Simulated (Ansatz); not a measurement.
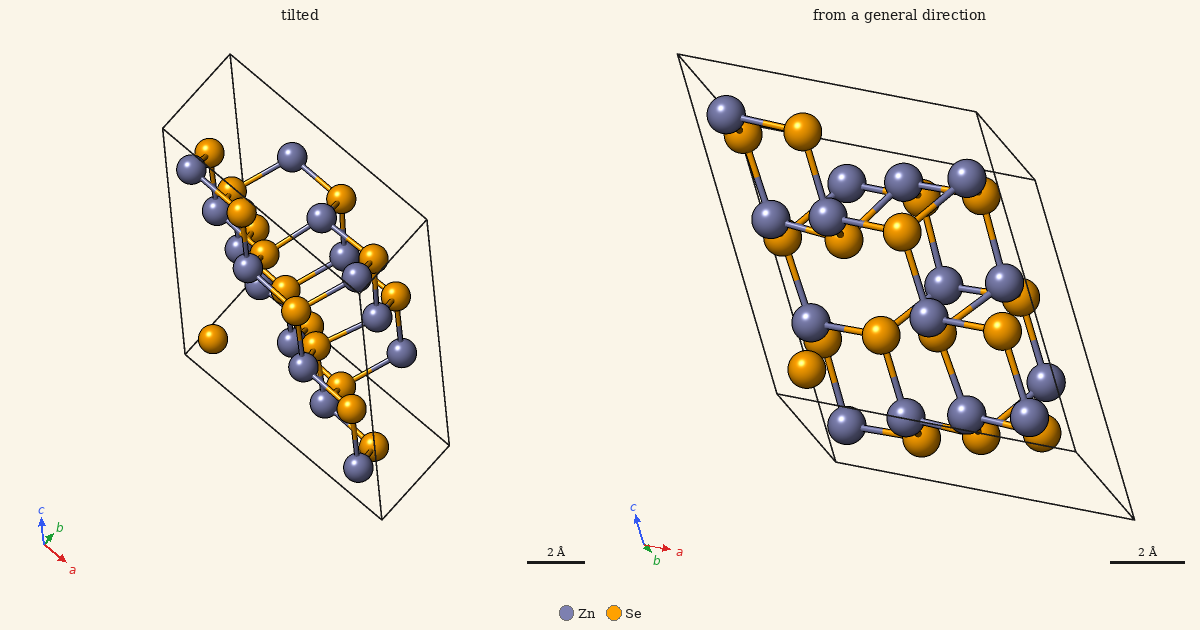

Ball-and-stick drawing of the structure, looking slightly off an axis and from a general direction. The outline marks the supercell. The host is ZnSe, in a cell of 32 sites, and the cell carries a charge of -2.

### What imperfection does the supercell contain?

A zinc vacancy. Around the empty site lie four Se at about 2.3 Å.

Computational set-up: DFT PBEsol, scalar-relativistic, plane waves, PAW (Ansatz), an energy cutoff of 420 eV, the zone sampled with 2×2×2 points, Gaussian smearing of 0.01 eV, collinear spins.

### Does the defect carry a magnetic moment?

No net moment.

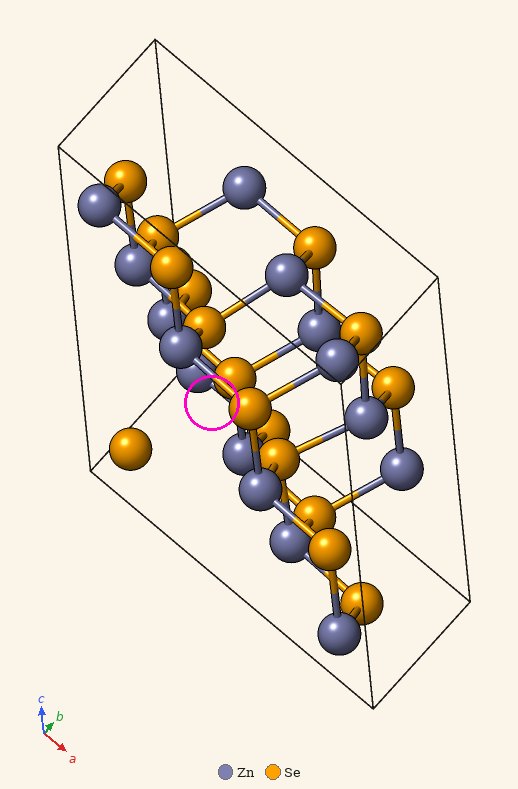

The same cell with a ring at the defect's site.

The atoms were relaxed in the host's cell with DFT PBEsol, scalar-relativistic, plane waves, PAW (Ansatz).
